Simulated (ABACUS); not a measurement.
Band-structure run of InPd (part 2 of 2)

The same run, continued: InPd (Pm-3m, 2 atoms in the cell); Kohn-Sham DFT of a periodic cell, PBE, SPMS ONCV 1.0 PBE, no spin polarisation (ABACUS 3.10.1); cutoff 1360.57 eV, fermi-dirac of 0.05 eV. The structure derives from a Materials Project entry. It belongs to a series of runs on one base structure; here: bands on the converged density.

Geometry of the input (Å; fractional positions):
```
3.2719  0.0000  0.0000
0.0000  3.2719  0.0000
0.0000  0.0000  3.2719
In 0.0000  0.0000  0.0000
Pd 0.5000  0.5000  0.5000
```

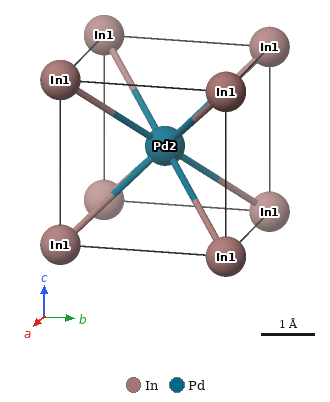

Fig. 1: The structure as given in the input (ball-and-stick view of the cell of the calculation, seen slightly off an axis; atoms are numbered from 1 in the order of the input).

What the program printed, continued
```
Find the coordinate range of the input atom(unit:lat0).
                                  min_tau = [ -13.1, -13.1, -13.1 ]
                                  max_tau = [ 14.7, 14.7, 14.7 ]
                                BoxNumber = [ 9, 9, 9 ]

 SETUP EXTENDED REAL SPACE GRID FOR GRID INTEGRATION
                          real space grid = [ 40, 40, 40 ]
                 big cell numbers in grid = [ 8, 8, 8 ]
             meshcell numbers in big cell = [ 5, 5, 5 ]
                        extended fft grid = [ 11, 11, 11 ]
                dimension of extened grid = [ 31, 31, 31 ]
                            UnitCellTotal = 125
              Atom number in sub-FFT-grid = 2
    Local orbitals number in sub-FFT-grid = 44
                                ParaV.nnr = 40818
                                 init_chg = file
 try to read charge from file
 Read in the charge density: OUT.InPd//InPd-CHARGE-DENSITY.restart

 LCAO ALGORITHM --------------- ION=   1  ELEC=   1--------------------------------
[... levels at 62 k points of this process ...]

 Density error is 0.00000000000
----------------------------------------------------------
     Energy           Rydberg                 eV
----------------------------------------------------------
 E_KohnSham     -390.0003681302      -5306.2272286684
 E_KS(sigma->0) -390.0001866998      -5306.2247601817
 E_Harris       -390.0003681302      -5306.2272286684
 E_band         -8.3487158606        -113.5901066867
 E_one_elec     -103.1231246720      -1403.0620911041
 E_Hartree      75.4510459256        1026.5641446483
 E_xc           -75.3954656906       -1025.8079367556
 E_Ewald        -286.9324608325      -3903.9164084836
 E_entropy(-TS) -0.0003628607        -0.0049369733
 E_descf        0.0000000000         0.0000000000
 E_exx          0.0000000000         0.0000000000
 E_Fermi        1.3379065556         18.2031525484
----------------------------------------------------------

 charge density convergence is achieved
 final etot is -5306.2272287 eV
 EFERMI = 18.203152548 eV

 STATE ENERGY(eV) AND OCCUPATIONS    NSPIN == 1
 1/62 kpoint (Cartesian) = 0.0000 0.0000 0.0000 (986 pws)
       1       -66.6797      0.0322581
       2       -32.5069      0.0322581
       3       -32.5069      0.0322581
       4       -32.5069      0.0322581
       5        2.65786      0.0322581
       6        2.65786      0.0322581
       7        3.05843      0.0322581
       8        3.05843      0.0322581
       9        3.05843      0.0322581
      10        7.66124      0.0322581
      11        13.9352      0.0322581
      12        13.9352      0.0322581
      13        15.4853      0.0322581
      14        15.4853      0.0322581
      15        15.4853      0.0322581
      16        22.3134    6.41498e-38
      17        22.3134    6.41498e-38
      18        22.3134    6.41498e-38
      19        27.2557    7.56821e-81
      20        28.3390        0.00000
      21        28.3390        0.00000
      22        39.5873        0.00000
      23        39.5873        0.00000
      24        39.5873        0.00000
      25        41.7427        0.00000
      26        41.7427        0.00000

 2/62 kpoint (Cartesian) = 0.0000 0.015282 0.0000 (992 pws)
       1       -66.6797      0.0322581
       2       -32.5077      0.0322581
       3       -32.5069      0.0322581
       4       -32.5069      0.0322581
       5        2.65925      0.0322581
       6        2.66642      0.0322581
       7        3.05586      0.0322581
       8        3.05586      0.0322581
       9        3.05920      0.0322581
      10        7.70019      0.0322581
      11        13.9364      0.0322581
      12        13.9422      0.0322581
      13        15.4554      0.0322581
      14        15.4554      0.0322581
      15        15.4842      0.0322581
      16        21.9706    6.09835e-35
      17        22.3913    1.35247e-38
      18        22.3913    1.35247e-38
      19        27.4212    2.76683e-82
      20        28.3259        0.00000
      21        28.6008        0.00000
      22        39.0427        0.00000
      23        39.0427        0.00000
      24        39.0539        0.00000
      25        41.0994        0.00000
      26        41.0994        0.00000

 3/62 kpoint (Cartesian) = 0.0000 0.030563 0.0000 (998 pws)
       1       -66.6796      0.0322581
       2       -32.5100      0.0322581
       3       -32.5067      0.0322581
       4       -32.5067      0.0322581
       5        2.66325      0.0322581
       6        2.69123      0.0322581
       7        3.04843      0.0322581
       8        3.04843      0.0322581
       9        3.06143      0.0322581
      10        7.81763      0.0322581
      11        13.9397      0.0322581
      12        13.9596      0.0322581
      13        15.3711      0.0322581
      14        15.3711      0.0322581
      15        15.4810      0.0322581
      16        21.1528    7.72876e-28
      17        22.6192    1.41551e-40
      18        22.6192    1.41551e-40
      19        27.6177    5.43235e-84
      20        28.2873        0.00000
      21        29.4727        0.00000
      22        37.7677        0.00000
      23        37.7677        0.00000
      24        38.0046        0.00000
      25        39.2374        0.00000
      26        40.9507        0.00000

 4/62 kpoint (Cartesian) = 0.0000 0.045845 0.0000 (1000 pws)
       1       -66.6794      0.0322581
       2       -32.5136      0.0322581
       3       -32.5064      0.0322581
       4       -32.5064      0.0322581
       5        2.66950      0.0322581
       6        2.72982      0.0322581
       7        3.03687      0.0322581
       8        3.03687      0.0322581
       9        3.06491      0.0322581
      10        8.01439      0.0322581
      11        13.9449      0.0322581
      12        13.9750      0.0322581
      13        15.2464      0.0322581
      14        15.2464      0.0322581
      15        15.4761      0.0322581
      16        20.1610    3.18416e-19
      17        22.9828    9.83508e-44
      18        22.9828    9.83508e-44
      19        27.7280    5.97920e-85
      20        28.2251        0.00000
      21        30.7764        0.00000
      22        36.3721        0.00000
      23        36.3721        0.00000
      24        36.9419        0.00000
      25        37.5361        0.00000
      26        41.0946        0.00000

 5/62 kpoint (Cartesian) = 0.0000 0.061127 0.0000 (1000 pws)
       1       -66.6792      0.0322581
       2       -32.5181      0.0322581
       3       -32.5061      0.0322581
       4       -32.5061      0.0322581
       5        2.67739      0.0322581
       6        2.77835      0.0322581
       7        3.02236      0.0322581
       8        3.02236      0.0322581
       9        3.06929      0.0322581
      10        8.29005      0.0322581
      11        13.9514      0.0322581
      12        13.9630      0.0322581
      13        15.0990      0.0322581
      14        15.0990      0.0322581
      15        15.4701      0.0322581
      16        19.1700    1.29053e-10
      17        23.4630    6.63783e-48
      18        23.4630    6.63783e-48
      19        27.8253    8.55151e-86
      20        28.1433    1.47889e-88
      21        32.2732        0.00000
      22        35.0190        0.00000
      23        35.0190        0.00000
      24        36.0105        0.00000
      25        36.0743        0.00000
      26        41.2008        0.00000

 6/62 kpoint (Cartesian) = 0.0000 0.076409 0.0000 (999 pws)
       1       -66.6789      0.0322581
       2       -32.5231      0.0322581
       3       -32.5058      0.0322581
       4       -32.5058      0.0322581
       5        2.68614      0.0322581
       6        2.83201      0.0322581
       7        3.00635      0.0322581
       8        3.00635      0.0322581
       9        3.07414      0.0322581
      10        8.64286      0.0322581
      11        13.8819      0.0322581
      12        13.9586      0.0322581
      13        14.9465      0.0322581
      14        14.9465      0.0322581
      15        15.4636      0.0322581
      16        18.2818     0.00554329
      17        24.0404    6.40763e-53
      18        24.0404    6.40763e-53
      19        27.9468    7.52143e-87
      20        28.0482    9.90163e-88
      21        33.5492        0.00000
      22        33.7325        0.00000
      23        33.7325        0.00000
      24        35.1936        0.00000
      25        35.2439        0.00000
      26        40.9870        0.00000

[... levels at 56 further k points ...]

 --------------------------------------------
 !FINAL_ETOT_IS -5306.227228668374 eV
 --------------------------------------------

 Output bands in file: OUT.InPd/BANDS_1.dat
```

Standard output
```
ABACUS v3.10.1

               Atomic-orbital Based Ab-initio Computation at UStc

%%%%%%%%%%%%%%%%%%%%%%%%%%%%%%%%%%%%%%%%%%%%%%%%%%%%%%%%%%%%%%%%%%%%%%%%%%%%%%%%%%%%%%%%%%%%%%%%%%%%%%%%%
 Warning: the number of valence electrons in pseudopotential > 3 for In: [Kr] 4d10 5s2 5p1
 Warning: the number of valence electrons in pseudopotential > 10 for Pd: [Kr] 4d10
 Pseudopotentials with additional electrons can yield (more) accurate outcomes, but may be less efficient.
 If you're confident that your chosen pseudopotential is appropriate, you can safely ignore this warning.
%%%%%%%%%%%%%%%%%%%%%%%%%%%%%%%%%%%%%%%%%%%%%%%%%%%%%%%%%%%%%%%%%%%%%%%%%%%%%%%%%%%%%%%%%%%%%%%%%%%%%%%%%

 UNIFORM GRID DIM        : 40 * 40 * 40
 UNIFORM GRID DIM(BIG)   : 8 * 8 * 8
 ---------------------------------------------------------
 ---------------------------------------------------------
 SPIN    KPOINTS         PROCESSORS  THREADS     NBASE
 1       62              4           4           44
 ---------------------------------------------------------
 Use Systematically Improvable Atomic bases
 ---------------------------------------------------------
 ELEMENT ORBITALS        NBASE       NATOM       XC
 In      2s2p2d-8au      18          1
 Pd      3s2p2d1f-7au    26          1
 ---------------------------------------------------------
 Initial plane wave basis and FFT box
 ---------------------------------------------------------
 -------------------------------------------
 NONSELF-CONSISTENT :
 -------------------------------------------
 START CHARGE      : file
 ITER       ETOT/eV          EDIFF/eV         DRHO     TIME/s
 GE1     -5.30622723e+03   0.00000000e+00   0.0000e+00   0.70
```
